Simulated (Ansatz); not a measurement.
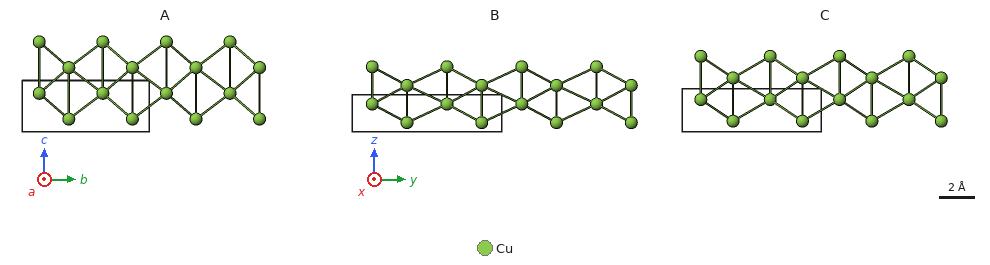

Energy scan for solid Cu (Cmcm), in which the ratio of the cell's length along z to its lengths across, counted as 1 for the reference, is changed at fixed volume (a c/a path), with the atoms kept at their fractional coordinates. x, y and z are the Cartesian axes of the input. The picture is a ball-and-stick view of the conventional cell (2 times the calculation's cell), repeated 1 × 1 × 1 with one cell outlined, repeated 2 × 2 × 2 with one cell outlined, seen along the a axis. Lengths and directions refer to the drawn axes.

These are results of Ansatz 0.2.0, DFT PBEsol, scalar-relativistic, plane waves, PAW, not measurements. (plane-wave cutoff 420 eV; k-point mesh 22 × 22 × 22; occupations gaussian; smearing width 0.15 eV; no spin polarisation). Energies (free energies at the smearing named) are counted from the cell as listed in its source, which wasn't relaxed.

Q: Rank the frames from lowest to highest energy.

A: Lowest first: C (the relative ratio 1.00, 0 meV/atom), A (the relative ratio 1.30, 210 meV/atom), B (the relative ratio 0.80, 352 meV/atom). Over the whole scan: the lowest computed point lies at the relative ratio 1.00 (0 meV/atom). The unrelaxed reference is under a pressure of −1.5 GPa. The distortion keeps the space group Cmcm. At the relative ratio 1.30 the cell of the drawing goes a 2.437 → 2.233 Å, b 7.953 → 7.287 Å, c 2.475 → 2.949 Å.
